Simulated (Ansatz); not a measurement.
# Si6Ge: what the fields show

Input

```
crystal:
  lattice:
    - [5.2125519897, 0.0, 0.0]
    - [-2.6062759948, 4.5142024416, 0.0]
    - [0.0, 0.0, 4.9682808739]
  atoms:
    - { symbol: Si, position: [0.5, 0.5, 0.2478888918] }
    - { symbol: Si, position: [0.5, 0.0, 0.2478888918] }
    - { symbol: Si, position: [0.0, 0.5, 0.2478888918] }
    - { symbol: Si, position: [0.5, 0.5, 0.7521111082] }
    - { symbol: Si, position: [0.5, 0.0, 0.7521111082] }
    - { symbol: Si, position: [0.0, 0.5, 0.7521111082] }
    - { symbol: Ge, position: [0.0, 0.0, 0.5] }
basis:
  ecutwfc: 420
kpoints:
  mp_grid: { grid: [6, 6, 6] }
  band_path:
    path:
      - [[0.0, 0.0, 0.0], [0.5, 0.0, 0.0], [0.33333333, 0.33333333, 0.0], [0.0, 0.0, 0.0], [0.0, 0.0, 0.5], [0.5, 0.0, 0.5], [0.33333333, 0.33333333, 0.5], [0.0, 0.0, 0.5]]
      - [[0.5, 0.0, 0.5], [0.5, 0.0, 0.0]]
      - [[0.33333333, 0.33333333, 0.5], [0.33333333, 0.33333333, 0.0]]
    npoints: 14
hamiltonian:
  xc: pbe
scf:
  occupations: { method: gaussian, width: 0.1 }
  n_extra_bands: 17
output:
  forces: true
  stress: true
  eigenvalues: true
  populations: true
  dos: { projected: true, de: 0.02, nscf_kmesh: { grid: [8, 8, 8] } }
  bader: true
  write_density: true
  write_potential: true
  elf: true
  volumetric_format: npy
```

Command:

```sh
ansatz run input.yaml --threads 1 --pin off --max-ram 2560MiB --backend cpu --events-out ev --progress --plain --runs-dir out
```

Below, planes, directions and counts refer to the conventional cell (a = 5.21 Å, b = 5.21 Å, c = 4.97 Å, α = 90.00°, β = 90.00°, γ = 120.00°).

Space group P6/mmm; a generated structure, not necessarily the stable one.

Method: DFT PBE, scalar-relativistic, plane waves, PAW in Ansatz 0.2.0.

In a PAW calculation such maps are meaningful between the atoms, not at the nuclei.

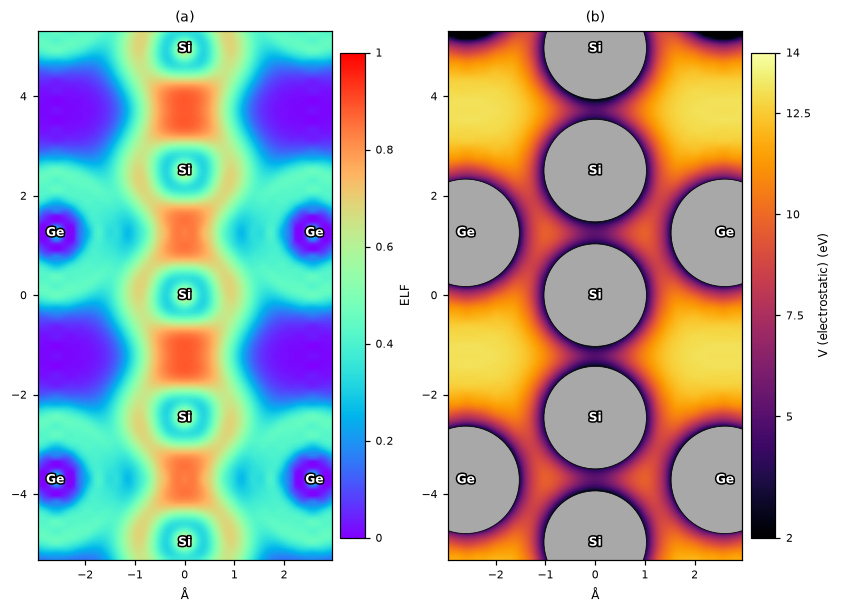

Figure 1. (a) electron localisation function; (b) electrostatic potential (local pseudopotential plus Hartree) felt by an electron on the (010) plane of the conventional cell. Grey discs cover the atomic cores in the potential map.

Read the bonding off the picture.

Answer. The section cuts through Si and Ge sites. Si–Si (2.46 Å): the ELF peaks at about 0.90 between the atoms. Si–Ge (2.89 Å): the ELF peaks at about 0.70 in the valence shell of Si, 0.9 Å from its nucleus, and drops to about 0.40 between the two atoms. Si–Si (2.51 Å): the ELF peaks at about 0.85 between the atoms. Outside the cores the potential energy rises away from the atoms and is highest about 2.3 Å from the nearest atoms; its zero is arbitrary.

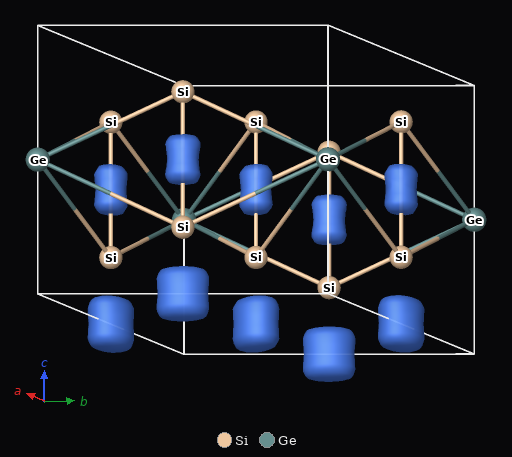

Figure 2. Isosurface of the ELF at 0.8 (blue), seen at an oblique angle. Core shells and regions of very low density are left out. Sticks mark near contacts.

What do the ELF domains correspond to?

Answer. The ELF exceeds this value in six regions between bonded Si–Si atoms, counted in one cell of 7 atoms. Any copies at cell faces, edges or corners count once.

Which way does charge flow, and how much by Bader's partition?

Answer. Electrons move from Ge towards Si. Bader charges: Si −0.04 and Ge +0.23 e.

Metal or insulator at this level of theory?

Answer. It is metallic or semimetallic at this level of theory: no gap opens.
